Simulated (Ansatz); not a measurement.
Input of the run:

```
crystal:
  lattice:
    - [2.6429037954, -2.3798745358, 0.0]
    - [2.6429037954, 2.3798745358, 0.0]
    - [0.0, 0.0, 6.4270321019]
  atoms:
    - { symbol: C, position: [0.0, 0.0, 0.0] }
    - { symbol: C, position: [0.5, 0.5, 0.5] }
    - { symbol: O, position: [0.8037318794, 0.1962681206, 0.8928652596] }
    - { symbol: O, position: [0.1962681206, 0.8037318794, 0.1071347404] }
    - { symbol: O, position: [0.6962681206, 0.3037318794, 0.3928652596] }
    - { symbol: O, position: [0.3037318794, 0.6962681206, 0.6071347404] }
kpoints:
  mp_grid: { grid: [8, 8, 4] }
  band_path:
    path:
      - [0.0, 0.0, 0.0]
      - [0.5, 0.5, 0.0]
      - [0.4527147844, 0.5472852156, 0.0]
      - [-0.4527147844, 0.4527147844, 0.0]
      - [0.0, 0.0, 0.5]
      - [-0.4527147844, 0.4527147844, 0.5]
      - [0.4527147844, 0.5472852156, 0.5]
      - [0.5, 0.5, 0.5]
      - [0.0, 0.5, 0.0]
    npoints: 1
hamiltonian:
  xc: r2scan
scf:
  occupations: { method: fixed }
  n_extra_bands: 5
output:
  forces: true
  stress: true
  eigenvalues: true
  write_density: true
  write_potential: true
  elf: true
  volumetric_format: npy
```

Command:
```bash
ansatz run input.yaml --threads 4 --pin off --max-ram 4608MiB --backend cpu --events-out ev --progress --plain --runs-dir out
```

What does the calculation give for the electronic structure?

There is a gap; over the k points computed it is 7.31 eV (indirect; the smallest direct gap is 7.88 eV). The upper group of valence states starts about 1.1 eV under the valence-band top (which lies at −3.7 eV on this axis), with a gap beneath it; it holds about 8 electrons a cell.

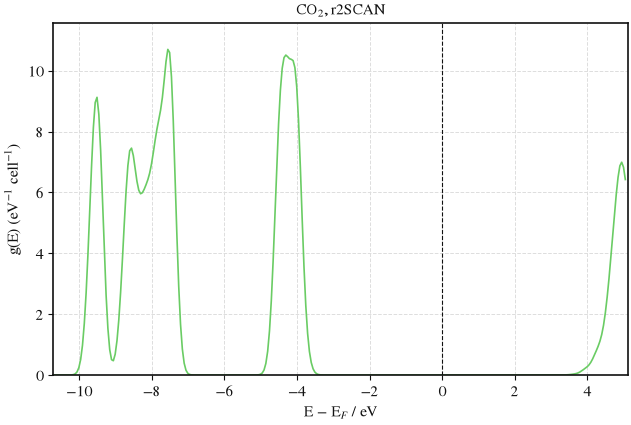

Density of states. Energies are counted from the Fermi level, put mid-gap where there is a gap. The curve is built from the levels of the k mesh with Gaussians 0.3 eV wide, which also blur the band edges.
